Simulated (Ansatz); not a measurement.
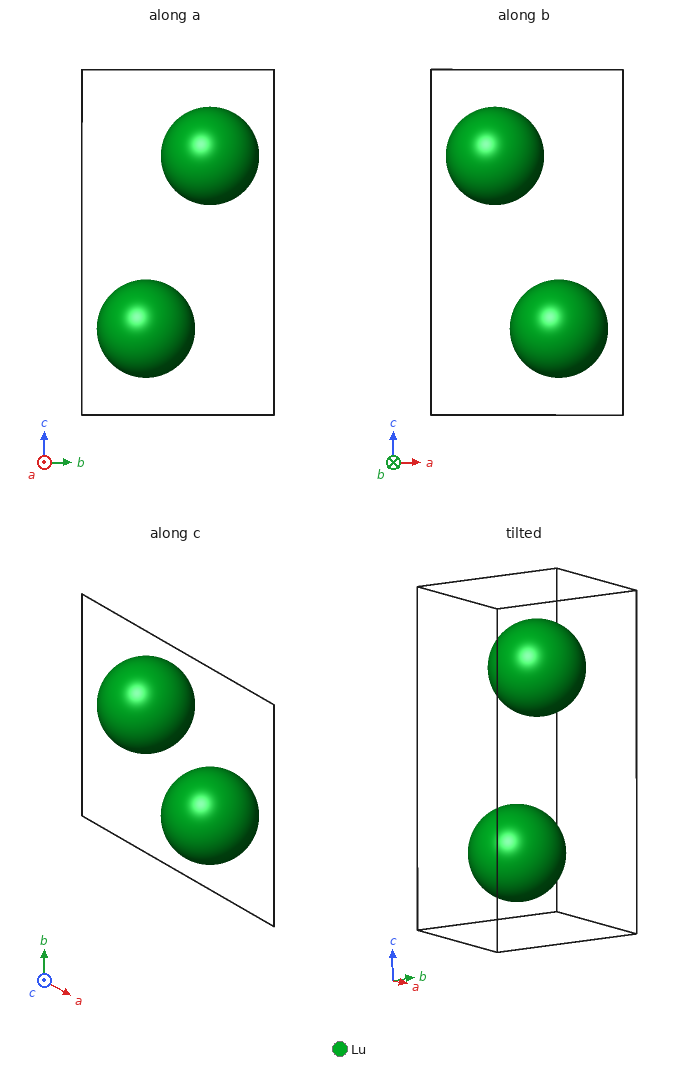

A spheres-only rendering, viewed along the a axis, along the b axis, along the c axis and slightly off an axis. The box is the unit cell; atoms on or close to its faces, edges and corners are drawn wherever they repeat.

Lattice parameters: a = 3.4894 Å, b = 3.4902 Å, c = 5.4362 Å, α = 89.986°, β = 90.028°, γ = 119.992°.

### Reconstruct the structure as a CIF in P1 with every atom of the cell.

```cif
data_structure
_symmetry_space_group_name_H-M 'P 1'
_symmetry_Int_Tables_number 1
_cell_length_a 3.4894
_cell_length_b 3.4902
_cell_length_c 5.4362
_cell_angle_alpha 89.986
_cell_angle_beta 90.028
_cell_angle_gamma 119.992
_cell_volume 57.34
loop_
_atom_site_label
_atom_site_type_symbol
_atom_site_fract_x
_atom_site_fract_y
_atom_site_fract_z
_atom_site_occupancy
Lu1 Lu 0.3332 0.6668 0.7500 1
Lu2 Lu 0.6664 0.3332 0.2500 1
```

It goes back to a structure type filled with this element by a generator (whether the element takes this form wasn't checked). Earlier steps of the study may have refined or changed the cell and positions. An electronic-structure calculation with Ansatz was run on it.
